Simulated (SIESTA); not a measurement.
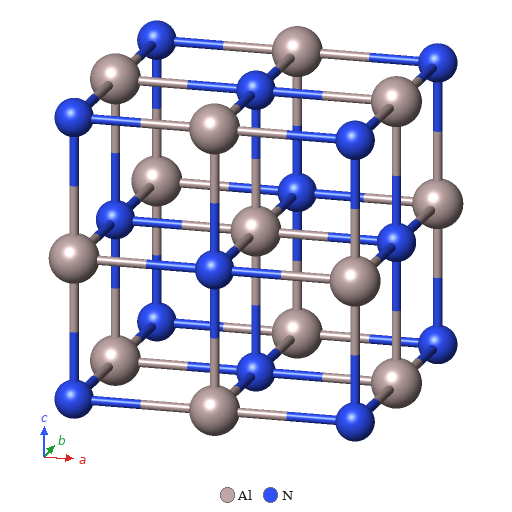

System: AlN, space group Fm-3m (No. 225). The picture shows the conventional cell.

Starting cell:
```
CELL_PARAMETERS angstrom
0.00000 2.03452 2.03452
2.03452 0.00000 2.03452
2.03452 2.03452 0.00000
ATOMIC_POSITIONS crystal
Al 0.50000 0.50000 0.50000
N 0.00000 0.00000 0.00000
```

How it was computed, with SIESTA 5.4.2: DFT in numerical atomic orbitals with pseudopotentials, no spin polarisation; energies at scaled volumes of the given cell, shape and fractions fixed, counted from the fit's minimum, third-order Birch-Murnaghan fit. Level: LDA.

- k mesh: 11×11×11
- occupations: Fermi–Dirac
- smearing width: 0.05 eV
- potentials: PseudoDojo 0.4 standard, converted to PSML, two zetas on semicore shells
- program settings: basis DZP, mesh cutoff 800 Ry

Describe the result: the energy and pressure against volume. The volume takes the values 7.9161, 8.0845, 8.2530, 8.4214, 8.5898, 8.7583, 8.9267 Å³/atom.

A third-order Birch–Murnaghan fit gives V0 = 8.13 Å³/atom, B0 = 267 GPa and B′ = 3.6. The energy is 4.93 meV/atom at volume 7.9161 Å³/atom and 56.18 meV/atom at 8.9267 Å³/atom; the lowest computed point is at volume 8.0845 Å³/atom (0.23 meV/atom), and no other minimum shows. The pressure falls from 7.60 GPa at volume 7.9161 Å³/atom to −21.03 GPa at 8.9267 Å³/atom, and changes sign near 8.13 Å³/atom.

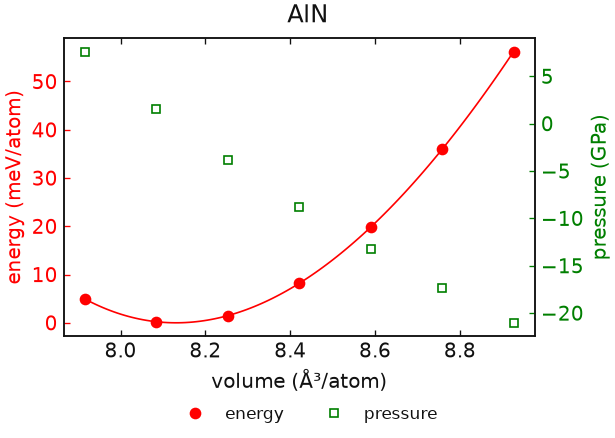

Keep in mind: mulliken charges of long orbitals.
